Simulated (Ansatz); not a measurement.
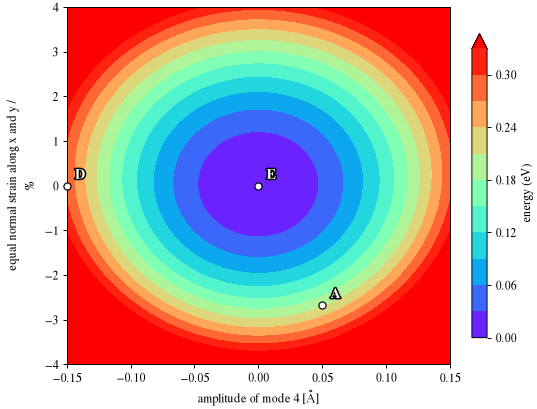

TaN (P6_3/mmc, No. 194; 4 atoms in the cell). The energy is mapped over a normal mode and a strain (zone-centre modes of the 4-atom cell of this scan) (x along [1 0 0], y along [1 2 0], z along [0 0 1] of the conventional cell). Coordinates scanned: (1) amplitude of mode 4 (142 cm⁻¹), largest displacement in the unstrained cell; (2) equal normal strain along x and y. Nothing is relaxed (the pattern is fixed in fractional coordinates). The grid has 7 × 7 points; 28 points were computed and 21 follow by symmetry. Points are written as (first, second). All energies are given in eV per cell relative to the lowest grid point. Computed with DFT PBE, scalar-relativistic, plane waves, PAW (Ansatz 0.2.0). Settings: cutoff 520 eV, k-mesh 15×15×8 in the order of the run's cell vectors, gaussian smearing 0.15 eV, no spin polarisation.

In the figure: filled contours, one colour for all values above the top of the scale, lettered points. Between grid points the surface is interpolated.

### Is A the lowest point of the computed grid?

No. A lies 0.205 eV above the lowest grid point, which is at (0.00 Å, 0.00 %).

### What kind of point is each of A, E: minimum, saddle, maximum or slope?

A: on a slope; E: minimum. (In these two coordinates alone; a stationary point may lie a little off the grid point.)

PAW datasets: the set soft_1.
